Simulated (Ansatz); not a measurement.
# Run report: Ir, geometry relaxation (part 1 of 3)

System: Ir (slab, 16 atoms in the cell).
Method: DFT PBE+D3(BJ), scalar-relativistic, plane waves, PAW, no spin polarisation (Ansatz 0.2.0).

The structure derives from an entry of the Crystallography Open Database. The input holds or restrains some coordinates. Forces given for the steps count only the free coordinates. It belongs to a series of runs on one base structure; here: clean slab, lower planes held. Figures and captions count atoms from 1; the log counts them from 0 in places.

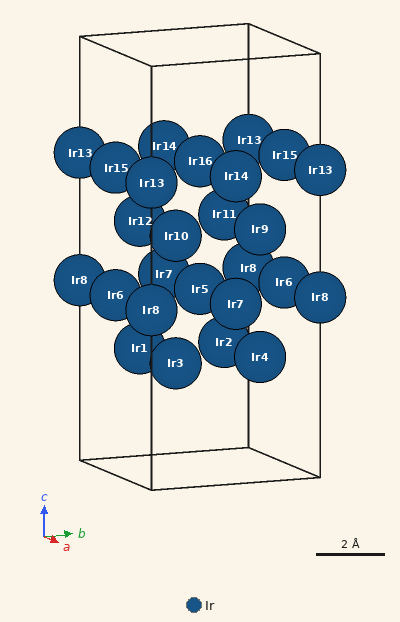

**Figure 1.** The starting structure (spheres-only view of the cell of the calculation, with the vacuum cut short, seen slightly off an axis; atoms are numbered from 1 in the order of the input). An atom can appear more than once, as a periodic image.

Results in brief

```tsv
quantity	value
outcome	converged under the restraints of the input
electrons treated	272
free energy	−190962.0903 eV
work function, top face	5.60 eV
work function, bottom face	5.62 eV
Fermi energy	5.425 eV
gap on the k-point mesh	none (metallic)
final volume	641.93 Å³
work function (upper face)	5.60 eV
largest force (length of the vector) at the end, held atoms and coordinates included	0.731 eV/Å
hardware	4 threads of Intel Xeon (Sapphire Rapids), 32 GiB of memory available, shared host
wall time	46 s (CPU time 3 min)
peak memory	2.1 GiB
```

Warnings of the run: the exchange-correlation potential is rough where the density is thin. Spin–orbit coupling is left out, which matters for Ir.

Input
```yaml
crystal:
  lattice:
    - [5.4313155574, 0.0, 0.0]
    - [0.0, 5.4313155574, 0.0]
    - [0.0, 0.0, 21.7607800921]
  atoms:
    - { symbol: Ir, position: [0.25, 0.25, 0.3676338792] }
    - { symbol: Ir, position: [0.25, 0.75, 0.3676338792] }
    - { symbol: Ir, position: [0.75, 0.25, 0.3676338792] }
    - { symbol: Ir, position: [0.75, 0.75, 0.3676338792] }
    - { symbol: Ir, position: [0.5, 0.5, 0.4558779597] }
    - { symbol: Ir, position: [0.5, 0.0, 0.4558779597] }
    - { symbol: Ir, position: [0.0, 0.5, 0.4558779597] }
    - { symbol: Ir, position: [0.0, 0.0, 0.4558779597] }
    - { symbol: Ir, position: [0.75, 0.75, 0.5441220403] }
    - { symbol: Ir, position: [0.75, 0.25, 0.5441220403] }
    - { symbol: Ir, position: [0.25, 0.75, 0.5441220403] }
    - { symbol: Ir, position: [0.25, 0.25, 0.5441220403] }
    - { symbol: Ir, position: [0.0, 0.0, 0.6323661208] }
    - { symbol: Ir, position: [0.0, 0.5, 0.6323661208] }
    - { symbol: Ir, position: [0.5, 0.0, 0.6323661208] }
    - { symbol: Ir, position: [0.5, 0.5, 0.6323661208] }
basis:
  ecutwfc: 420
kpoints:
  mp_grid: { grid: [4, 4, 1] }
hamiltonian:
  xc: pbe
  dispersion: d3bj
scf:
  occupations: { method: gaussian, width: 0.1 }
output:
  forces: true
  eigenvalues: true
  write_density: true
  write_potential: true
  elf: true
  volumetric_format: npy
relax:
  adjacent_minimum: "off"
  f_tol: 0.03
  max_steps: 70
  constraints: [{ sites: [0, 1, 2, 3, 4, 5, 6, 7] }]
efield:
  axis: 3
  dipole_correction: true
  ramp_width: 0.04
```

Command:
```bash
ansatz run input.yaml --threads 4 --pin off --max-ram 10240MiB --backend cpu --events-out ev --progress --plain --runs-dir out
```

The program's output
```
Engine: ansatz 0.2.0, x86_64-unknown-linux-gnu
Pseudopotentials: kind: paw
Pseudopotential: Ir, paw, valence charge 17, recommended cutoff 420 eV (normal), Ir.paw.azcp
Functional definition: PBE
  parameter kappa = 0.804
  parameter beta = 0.06672455060314922
  exchange = pbe_x(kappa = kappa, mu = beta*pi^2/3)
  correlation = pbe_c(beta = beta)
Crystal: 16 atoms, lattice volume = 641.925 Å³
Basis set: ecut = 420 eV, 12533 PW (Γ), exchange–correlation on 80×80×300 points (8 copies of the dense FFT grid, shifted against one another)
Bands: 164, of which v1, the nominal top of the filled ones, is band 136 counted from 1 (135 counted from 0)
Symmetry: 32 space group operations
k-points: 6 of 16
Non-local potential: Ir, projectors of the file, l = 0: 3, l = 1: 2, l = 2: 2, l = 3: 1
PAW form: soft (Blöchl's): semilocal exchange-correlation on the pseudo side does not see the compensation charge
PAW one-centre angular grid: Ir, 590 points (default); XC on 64 Gauss nodes
Initial density: superposition of atomic densities (neutral atoms: chi_scale 0, normalization atom), corrected by the library's trained network
Initial wavefunctions: pseudopotential atomic-orbital guess
Functional: x = pbe(κ = 0.804, μ = 0.2195149727645171), c = pbe(β = 0.06672455060314922)
SCF iter   1: F=—  HF=-190962.124020 eV  |F-HF|=—  |Δ(HF+E_count)|=         —  Δρ=8.39e-3  dr2=3.31e0  ethr=1.77e-3  p=0.000 e·Å  D=1.84e-13 V/Å  ΔV_dip=-0.00 eV  dr2_dipole=1.91e-6  V_vac-E_F(+/−)=5.15/5.15 eV  ⟨swp⟩=7.5  Hψ=4031  notcnv=0  defer=22
efield: sawtooth ramp at fractional position 0.9800 (placed from the atoms, in the widest stretch of the axis that holds none; the zero of the levels goes with the place), width 0.0400; the density the first Hamiltonian is built on has a dipole p = 0.000 e·Å; the dipole correction subtracts the counter field D = 1.84e-13 V/Å, which shifts the + side's vacuum level by -0.00 eV against the − side's; the planar-averaged density in the ramp window peaks in size at 9.2e-6 e/Å³
preconditioner: auto → LDOS  [metal: Δε(μ)=0.042 eV  Ē_g=5.890 eV  σ=0.100 eV  W_gap=0.23  n_scr=132 (ndim 8)  ℏωp=17.6 eV  f_vac=0.569  D(μ)=20.79/eV (n_scr^D=148)  β→1.0]
SCF iter   2: F=—  HF=-190961.993510 eV  |F-HF|=—  |Δ(HF+E_count)|=   1.31e-1  Δρ=3.61e-3  dr2=1.30e-1  ethr=1.22e-3  p=0.000 e·Å  D=5.85e-6 V/Å  ΔV_dip=-0.00 eV  dr2_dipole=1.90e-6  V_vac-E_F(+/−)=5.53/5.53 eV  ⟨swp⟩=2.0  Hψ=1309  notcnv=0  defer=84
SCF iter   3: F=—  HF=-190962.004756 eV  |F-HF|=—  |Δ(HF+E_count)|=   1.12e-2  Δρ=2.63e-3  dr2=1.09e-1  ethr=4.80e-5  p=0.000 e·Å  D=1.43e-6 V/Å  ΔV_dip=-0.00 eV  dr2_dipole=8.45e-10  V_vac-E_F(+/−)=5.50/5.50 eV  ⟨swp⟩=3.0  Hψ=1965  notcnv=0  defer=84
SCF iter   4: F=—  HF=-190961.983583 eV  |F-HF|=—  |Δ(HF+E_count)|=   2.12e-2  Δρ=3.89e-4  dr2=1.47e-3  ethr=4.02e-5  p=0.000 e·Å  D=2.75e-7 V/Å  ΔV_dip=-0.00 eV  dr2_dipole=8.05e-8  V_vac-E_F(+/−)=5.57/5.57 eV  ⟨swp⟩=2.0  Hψ=1345  notcnv=0  defer=84
SCF iter   5: F=—  HF=-190961.982982 eV  |F-HF|=—  |Δ(HF+E_count)|=   6.01e-4  Δρ=1.64e-4  dr2=6.18e-4  ethr=5.42e-7  p=-0.000 e·Å  D=-4.65e-8 V/Å  ΔV_dip=0.00 eV  dr2_dipole=5.57e-9  V_vac-E_F(+/−)=5.59/5.59 eV  ⟨swp⟩=3.0  Hψ=1874  notcnv=0  defer=66
SCF iter   6: F=—  HF=-190961.982893 eV  |F-HF|=—  |Δ(HF+E_count)|=   8.97e-5  Δρ=7.20e-5  dr2=7.09e-5  ethr=2.27e-7  p=-0.000 e·Å  D=-1.84e-7 V/Å  ΔV_dip=0.00 eV  dr2_dipole=1.85e-11  V_vac-E_F(+/−)=5.60/5.60 eV  ⟨swp⟩=2.0  Hψ=1328  notcnv=0  defer=66
SCF iter   7: F=-190961.982890 eV  HF=-190961.982889 eV  |F-HF|=9.63e-7  |Δ(HF+E_count)|=   3.97e-6  Δρ=2.28e-5  dr2=7.61e-6  ethr=8.27e-9  p=-0.000 e·Å  D=-1.86e-7 V/Å  ΔV_dip=0.00 eV  dr2_dipole=1.05e-10  V_vac-E_F(+/−)=5.60/5.60 eV  ⟨swp⟩=24.2  Hψ=11225  notcnv=0
SCF 1 converged in 7 iterations: F = -190961.982890 eV  dr2 = 7.61e-6
  Residual-converged pass: ⟨swp⟩=1.0  Hψ=1008  notcnv=0  max |occ|·‖R‖ = 7.0e-9 eV (tolerance 1.0e-8 eV)  dr2=7.61e-6  dr2_onsite=7.42e-8  max |Δocc| = 2.2e-10
  greatest PAW one-centre occupation: 1.000 electrons in one spin orbital (limit 2), on the Ir atom at site 7 (counted from 0), in its partial waves of l = 0
relax step   1: F+E_penalty+E_count = -190961.98288963 eV  Δ(F+E_penalty+E_count) = +0.000e0 eV  max|allowed force component| = 7.403e-1 eV/Å  Δτ_max = 0.0000 Å  (7 SCF iters, dr2 threshold 2.25e-5 eV, accepted)
Initial density: handed on by an earlier stage of this run
Initial wavefunctions: those handed on with the density
iter 1 solved again at ethr=1.21e-3 eV; its pass at ethr=3.10e-3 eV (dr2=3.29e0 eV) is discarded
SCF iter   1: F=—  HF=-190962.013230 eV  |F-HF|=—  |Δ(HF+E_count)|=         —  Δρ=8.21e-3  dr2=2.92e0  ethr=1.21e-3  p=0.000 e·Å  D=2.72e-6 V/Å  ΔV_dip=-0.00 eV  dr2_dipole=1.09e0  V_vac-E_F(+/−)=5.57/5.57 eV  ⟨swp⟩=1.7  Hψ=3206  notcnv=0  defer=73
efield: sawtooth ramp at fractional position 0.9800 (handed on by an earlier solve), width 0.0400; the density the first Hamiltonian is built on has a dipole p = 0.000 e·Å; the dipole correction subtracts the counter field D = 2.72e-6 V/Å, which shifts the + side's vacuum level by -0.00 eV against the − side's; the planar-averaged density in the ramp window peaks in size at 3.7e-6 e/Å³
preconditioner: auto → LDOS  [metal: Δε(μ)=0.050 eV  Ē_g=6.138 eV  σ=0.100 eV  W_gap=0.28  n_scr=132 (ndim 8)  ℏωp=17.6 eV  f_vac=0.577  D(μ)=20.10/eV (n_scr^D=132)  β→1.0]
SCF iter   2: F=—  HF=-190961.966418 eV  |F-HF|=—  |Δ(HF+E_count)|=   4.68e-2  Δρ=3.64e-3  dr2=1.74e-1  ethr=1.07e-3  p=0.013 e·Å  D=3.76e-3 V/Å  ΔV_dip=-0.08 eV  dr2_dipole=4.34e-4  V_vac-E_F(+/−)=5.54/5.62 eV  ⟨swp⟩=2.0  Hψ=1412  notcnv=0  defer=73
SCF iter   3: F=—  HF=-190961.929301 eV  |F-HF|=—  |Δ(HF+E_count)|=   3.71e-2  Δρ=1.44e-3  dr2=3.00e-2  ethr=6.38e-5  p=0.005 e·Å  D=1.39e-3 V/Å  ΔV_dip=-0.03 eV  dr2_dipole=9.54e-4  V_vac-E_F(+/−)=5.59/5.62 eV  ⟨swp⟩=3.2  Hψ=2032  notcnv=0  defer=73
SCF iter   4: F=—  HF=-190961.921476 eV  |F-HF|=—  |Δ(HF+E_count)|=   7.83e-3  Δρ=5.84e-4  dr2=4.74e-3  ethr=1.10e-5  p=0.006 e·Å  D=1.66e-3 V/Å  ΔV_dip=-0.04 eV  dr2_dipole=5.95e-4  V_vac-E_F(+/−)=5.58/5.62 eV  ⟨swp⟩=2.2  Hψ=1505  notcnv=0  defer=76
SCF iter   5: F=—  HF=-190961.920599 eV  |F-HF|=—  |Δ(HF+E_count)|=   8.77e-4  Δρ=1.35e-4  dr2=2.55e-4  ethr=1.74e-6  p=0.005 e·Å  D=1.48e-3 V/Å  ΔV_dip=-0.03 eV  dr2_dipole=1.14e-5  V_vac-E_F(+/−)=5.59/5.62 eV  ⟨swp⟩=2.0  Hψ=1397  notcnv=0  defer=76
SCF iter   6: F=-190961.920579 eV  HF=-190961.920584 eV  |F-HF|=4.17e-6  |Δ(HF+E_count)|=   1.55e-5  Δρ=4.32e-5  dr2=2.36e-5  ethr=1.26e-8  p=0.005 e·Å  D=1.30e-3 V/Å  ΔV_dip=-0.03 eV  dr2_dipole=1.10e-6  V_vac-E_F(+/−)=5.59/5.62 eV  ⟨swp⟩=22.3  Hψ=11418  notcnv=0
SCF 2 converged in 6 iterations: F = -190961.920579 eV  dr2 = 2.36e-5
  greatest PAW one-centre occupation: 1.000 electrons in one spin orbital (limit 2), on the Ir atom at site 11 (counted from 0), in its partial waves of l = 0
relax step   2: F+E_penalty+E_count = -190961.92057934 eV  Δ(F+E_penalty+E_count) = +6.231e-2 eV  max|allowed force component| = 1.077e0 eV/Å  Δτ_max = 0.1392 Å  (6 SCF iters, dr2 threshold 3.43e-5 eV, rejected (line search))
iter 1 solved again at ethr=4.14e-4 eV; its pass at ethr=3.10e-3 eV (dr2=1.13e0 eV) is discarded
SCF iter   1: F=—  HF=-190962.121116 eV  |F-HF|=—  |Δ(HF+E_count)|=         —  Δρ=5.11e-3  dr2=1.29e0  ethr=4.14e-4  p=0.005 e·Å  D=1.30e-3 V/Å  ΔV_dip=-0.03 eV  dr2_dipole=4.91e-1  V_vac-E_F(+/−)=5.62/5.64 eV  ⟨swp⟩=1.7  Hψ=3011  notcnv=0  defer=82
efield: sawtooth ramp at fractional position 0.9800 (handed on by an earlier solve), width 0.0400; the density the first Hamiltonian is built on has a dipole p = 0.005 e·Å; the dipole correction subtracts the counter field D = 1.30e-3 V/Å, which shifts the + side's vacuum level by -0.03 eV against the − side's; the planar-averaged density in the ramp window peaks in size at 6.2e-6 e/Å³
eigensolver tolerance schedule calibrated: the retry pair's looser diagonalisation under-reported the residual by θ = 0.12 (0.14/decade); ethr = c·dr2/N_el runs at the constant in force after the calibration composes with the one it found (an armed cap, an earlier calibration), c = 5.0e-2
preconditioner: auto → LDOS  [metal: Δε(μ)=0.028 eV  Ē_g=6.028 eV  σ=0.100 eV  W_gap=0.16  n_scr=132 (ndim 8)  ℏωp=17.6 eV  f_vac=0.572  D(μ)=21.66/eV (n_scr^D=156)  β→1.0]
SCF iter   2: F=—  HF=-190962.098216 eV  |F-HF|=—  |Δ(HF+E_count)|=   2.29e-2  Δρ=1.98e-3  dr2=3.32e-2  ethr=2.38e-4  p=-0.000 e·Å  D=-1.32e-4 V/Å  ΔV_dip=0.00 eV  dr2_dipole=7.58e-5  V_vac-E_F(+/−)=5.62/5.62 eV  ⟨swp⟩=2.0  Hψ=1344  notcnv=0  defer=82
SCF iter   3: F=—  HF=-190962.094565 eV  |F-HF|=—  |Δ(HF+E_count)|=   3.65e-3  Δρ=1.25e-3  dr2=2.34e-2  ethr=6.16e-6  p=0.002 e·Å  D=5.10e-4 V/Å  ΔV_dip=-0.01 eV  dr2_dipole=3.33e-3  V_vac-E_F(+/−)=5.61/5.62 eV  ⟨swp⟩=3.2  Hψ=2020  notcnv=0  defer=82
SCF iter   4: F=—  HF=-190962.089790 eV  |F-HF|=—  |Δ(HF+E_count)|=   4.78e-3  Δρ=4.61e-4  dr2=3.58e-3  ethr=4.35e-6  p=0.001 e·Å  D=3.71e-4 V/Å  ΔV_dip=-0.01 eV  dr2_dipole=7.75e-4  V_vac-E_F(+/−)=5.61/5.62 eV  ⟨swp⟩=2.3  Hψ=1540  notcnv=0  defer=82
SCF iter   5: F=—  HF=-190962.089377 eV  |F-HF|=—  |Δ(HF+E_count)|=   4.13e-4  Δρ=6.20e-5  dr2=5.26e-5  ethr=6.63e-7  p=0.002 e·Å  D=5.33e-4 V/Å  ΔV_dip=-0.01 eV  dr2_dipole=3.49e-6  V_vac-E_F(+/−)=5.61/5.62 eV  ⟨swp⟩=2.2  Hψ=1373  notcnv=0  defer=82
SCF iter   6: F=—  HF=-190962.088631 eV  |F-HF|=—  |Δ(HF+E_count)|=   7.47e-4  Δρ=2.27e-5  dr2=7.38e-6  ethr=9.76e-9  p=0.002 e·Å  D=6.17e-4 V/Å  ΔV_dip=-0.01 eV  dr2_dipole=9.73e-7  V_vac-E_F(+/−)=5.61/5.62 eV  ⟨swp⟩=3.3  Hψ=2155  notcnv=0  defer=82
SCF iter   7: F=—  HF=-190962.088633 eV  |F-HF|=—  |Δ(HF+E_count)|=   2.48e-6  Δρ=8.38e-6  dr2=1.66e-6  ethr=1.37e-9  p=0.002 e·Å  D=6.68e-4 V/Å  ΔV_dip=-0.01 eV  dr2_dipole=8.30e-8  V_vac-E_F(+/−)=5.60/5.62 eV  ⟨swp⟩=3.2  Hψ=1873  notcnv=0  defer=82
SCF iter   8: F=—  HF=-190962.088633 eV  |F-HF|=—  |Δ(HF+E_count)|=   1.49e-7  Δρ=2.71e-6  dr2=1.88e-7  ethr=3.08e-10  p=0.003 e·Å  D=7.09e-4 V/Å  ΔV_dip=-0.02 eV  dr2_dipole=8.20e-8  V_vac-E_F(+/−)=5.60/5.62 eV  ⟨swp⟩=2.2  Hψ=1347  notcnv=0  defer=82
SCF iter   9: F=-190962.088633 eV  HF=-190962.088633 eV  |F-HF|=1.75e-8  |Δ(HF+E_count)|=   9.60e-8  Δρ=9.13e-7  dr2=1.68e-8  ethr=1.86e-11  p=0.003 e·Å  D=7.17e-4 V/Å  ΔV_dip=-0.02 eV  dr2_dipole=5.87e-9  V_vac-E_F(+/−)=5.60/5.62 eV  ⟨swp⟩=19.8  Hψ=8153  notcnv=0
SCF 3 converged in 9 iterations: F = -190962.088633 eV  dr2 = 1.68e-8
relax step   3: F+E_penalty+E_count = -190962.08863338 eV  Δ(F+E_penalty+E_count) = -1.057e-1 eV  max|allowed force component| = 1.090e-1 eV/Å  Δτ_max = 0.0568 Å  (9 SCF iters, accepted)
```
